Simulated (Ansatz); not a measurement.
Sn (slab)

```xyz
7
Lattice="3.1841 0.0000 0.0000 -1.5920 4.1618 0.0000 0.0000 0.0000 27.4853" Properties=species:S:1:pos:R:3 pbc="T T T"
Sn    1.5920    0.0000    7.5667
Sn    0.7960    2.0809    9.5322
Sn    0.0000    0.0000   11.6928
Sn   -0.7960    2.0809   13.7432
Sn    1.5920    0.0000   15.7930
Sn    0.7960    2.0809   17.9526
Sn    0.0000    0.0000   19.9180
```

Computed with Ansatz, DFT r2SCAN, scalar-relativistic, plane waves, PAW.

Core electrons are frozen (PAW), and the valence fields are smoothed inside the atomic spheres.

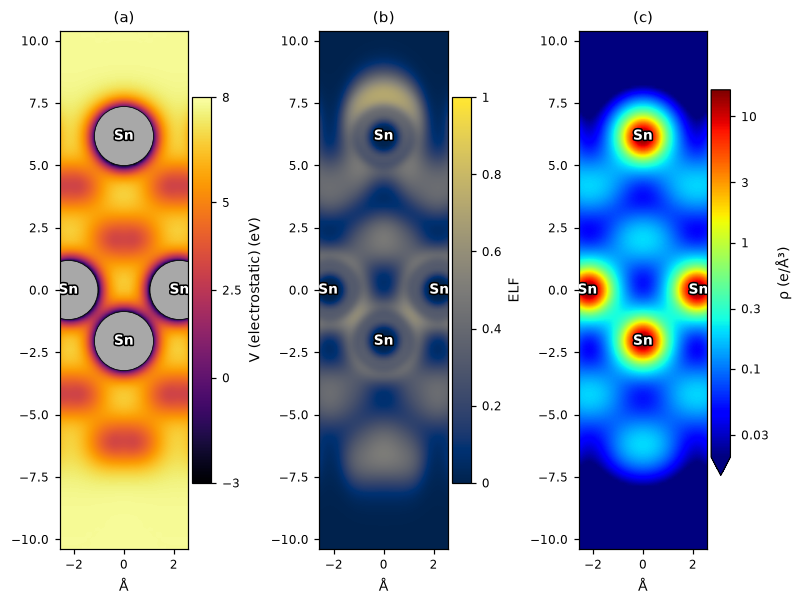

Figure 1. (a) electrostatic potential (local pseudopotential plus Hartree) felt by an electron; (b) electron localisation function; (c) valence charge density (pseudo) on the (100) plane of the calculation cell, a cut from vacuum to vacuum. Grey discs cover the atomic cores in the potential map.

Question: Describe what can be read from this map.

Answer:
- The section cuts through Sn sites.
- Sn–Sn (3.03 Å): ρ at the midpoint is about 0.26 e/Å³; the ELF reaches about 0.60 near the midpoint.
- The density dies away to nearly zero in the vacuum.
- Outside the cores the potential energy rises away from the atoms and is highest in the vacuum; its zero is arbitrary.

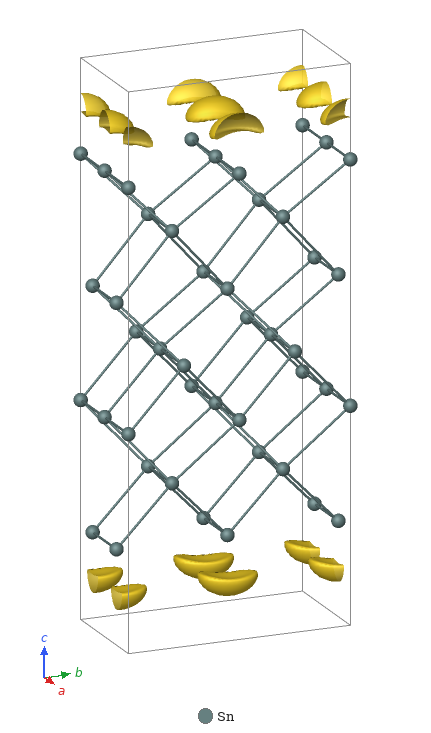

Figure 2. Isosurface of the electron localisation function at 0.65 (yellow), seen slightly off an axis. Core shells and regions of very low density are left out. Sticks mark near contacts.

Question: Describe the localisation domains.

Answer: The surface consists of two lobes on Sn, pointing away from the bonds (lone pairs), counted in one cell of 7 atoms. Counts are for one cell; the picture repeats the cell along the surface. Along the contacts the grid gives the following. Sn–Sn (2.97 Å): the ELF peaks at about 0.60 between the atoms.

Question: Metal or insulator at this level of theory?

Answer: It is metallic or semimetallic at this level of theory: no gap opens.
